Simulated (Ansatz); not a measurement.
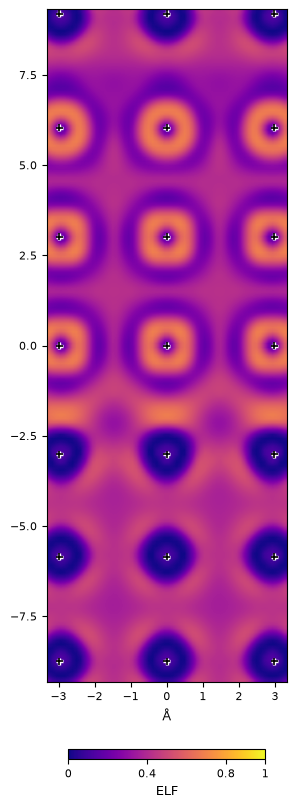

The ELF on a plane through atoms (crosses mark nuclei in the plane).

These are results of Ansatz 0.2.0, DFT PBEsol, scalar-relativistic, plane waves, PAW, not measurements.

Candidates:
A. TaSi2, a = 4.76 Å, b = 4.76 Å, c = 6.57 Å, α = 90.00°, β = 90.00°, γ = 120.00°. Space group P6₄22; computed without spin polarisation.
B. AlRu (interface cell), a = 2.98 Å, b = 2.98 Å, c = 17.94 Å, α = 90.00°, β = 90.00°, γ = 90.00°. Computed without spin polarisation.

**Which system is this?**

Candidate B: AlRu on the (010) plane of the calculation cell, which holds Ru and Al.
